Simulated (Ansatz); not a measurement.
Consider AlGaAs2 (zincblende [001] superlattice).

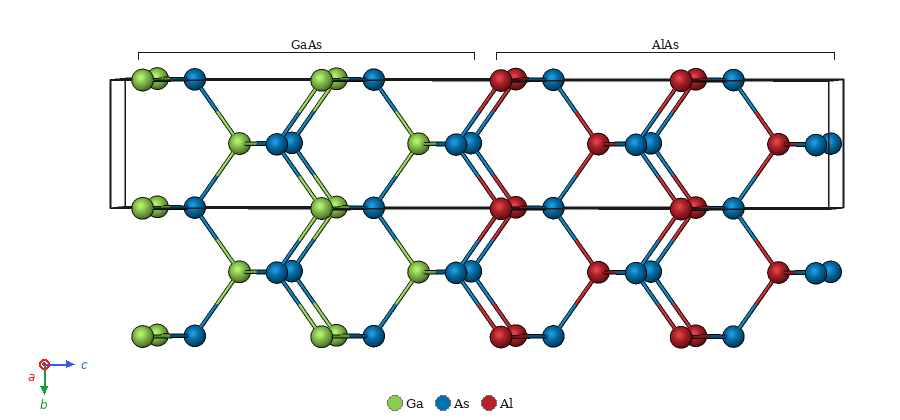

The structure (gallium green, arsenic blue, aluminium red). 1×2×1 cells are drawn. Some periodic images of atoms are drawn too.

The cell holds 16 atoms: 4 Ga, 8 As and 4 Al. Its edges and angles: a = 4.012 Å, b = 4.012 Å, c = 22.617 Å, α = 90.0°, β = 90.0°, γ = 90.0°. It derives from GaAs. Regions: GaAs, 8 atoms (4 Ga and 4 As); AlAs, 8 atoms (4 Al and 4 As). The structure's axis is c.

```xyz
16
Lattice="4.0121 0.0000 0.0000 0.0000 4.0121 0.0000 0.0000 0.0000 22.6170" Properties=species:S:1:pos:R:3 pbc="T T T"
Ga    0.0000    0.0000    0.7128
As    2.0060    0.0000    2.1225
Ga    2.0060    2.0060    3.5316
As    0.0000    2.0060    4.9412
Ga    0.0000    0.0000    6.3508
As    2.0060    0.0000    7.7599
Ga    2.0060    2.0060    9.1696
As    0.0000    2.0060   10.5842
Al    0.0000    0.0000   11.9971
As    2.0060    0.0000   13.4144
Al    2.0060    2.0060   14.8321
As    0.0000    2.0060   16.2498
Al    0.0000    0.0000   17.6674
As    2.0060    0.0000   19.0851
Al    2.0060    2.0060   20.5023
As    0.0000    2.0060   21.9153
```

The structure was relaxed with PBEsol. The runs that relaxed it are not among those shown. PAW set soft_1, made with PBE.

Gaps computed with Ansatz 0.2.0 without a self-energy: PBEsol 1.02 eV and PBEsol+SOC 0.92 eV.

Question: Estimate the G0W0@PBEsol gap with 4×4×2 mesh, 1086 empty bands, screening to 120 eV, default PAW files.

About 1.75 eV: on its mesh the run moves the gap from 1.01 eV by +0.74 eV. A band edge moves to another state on the way. Spin-orbit coupling is not in that value; its −0.10 eV at the PBEsol level would bring it to about 1.65 eV. Bands and cutoff are finite, so the gap is not at the basis limit. The miss can reach some tenths of an eV and take either sign; the mesh is an error of its own. The 4×4×2 mesh is coarse for this cell (its supercell is 16 Å along the shortest edge). The RPA ε∞ on it, from the PBEsol start, is 12.91 and 17.34; such meshes misread the long-range screening, most where the gap is narrow. The many-body steps are scalar-relativistic: spin-orbit coupling is not in them.

[Paths, hosts, dates, memory and timing lines, banners, echoed tables and standing remarks are left out of the program output.]

[Logs are printed without paths, hosts, clocks, repeated set-up lines and the standing remarks that a program may print on its own settings, such as how far it seeks lower states.]

[Runs of the session that timed out or met a known fault of the program may be left out.]

[Cells called generated may have been cut or substituted from an entry of the Crystallography Open Database or the Materials Project.]

[Hosts, paths, dates, database ids (printed as entryN), source tags and the programs' standing remarks are cut or masked in the printed files.]
